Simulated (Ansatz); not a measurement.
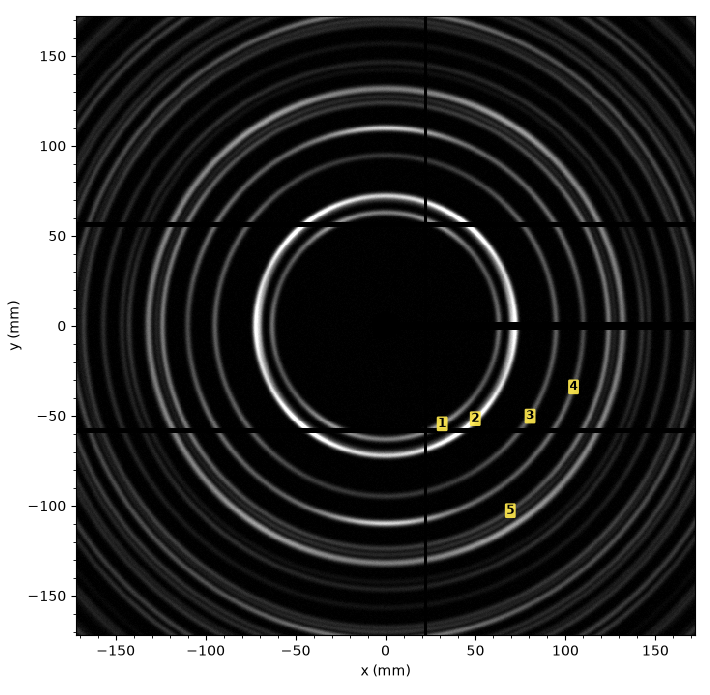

Simulated X-ray powder rings on a flat area detector normal to the beam: λ = 0.3100 Å, sample-to-detector distance 630 mm, axes in mm from the beam centre, beam polarised horizontally, for a sample with fibre texture (March–Dollase model, fibre axis vertical in the picture). Kinematic intensities with B = 0.8 Å² for all atoms, without absorption; brightness goes as intensity to the power 0.6, clipped at the top, with counting noise. Reflections closer than the ring width show as one ring.

The sample is Y, space group P6_3/mmc, a = 3.596 Å, b = 3.596 Å, c = 5.585 Å, α = 90.00°, β = 90.00°, γ = 120.00°. Structure used: the input geometry of an electronic-structure calculation (not necessarily at equilibrium).

Q: Measure the numbered rings and index them.

A:
```tsv
ring	radius	2θ (°)	d (Å)	hkl
1	63.0 mm	5.71	3.11	100
2	71.8 mm	6.50	2.79 + 2.72	002 + 101
3	94.7 mm	8.55	2.08	102
4	109.9 mm	9.89	1.798	110
5	124.0 mm	11.13	1.598	103
```

Q: Which lattice planes lie preferentially normal to the fibre axis?

A: The (1 1 0) planes: ring 4 is concentrated at the top and bottom of the pattern (March parameter 0.45).
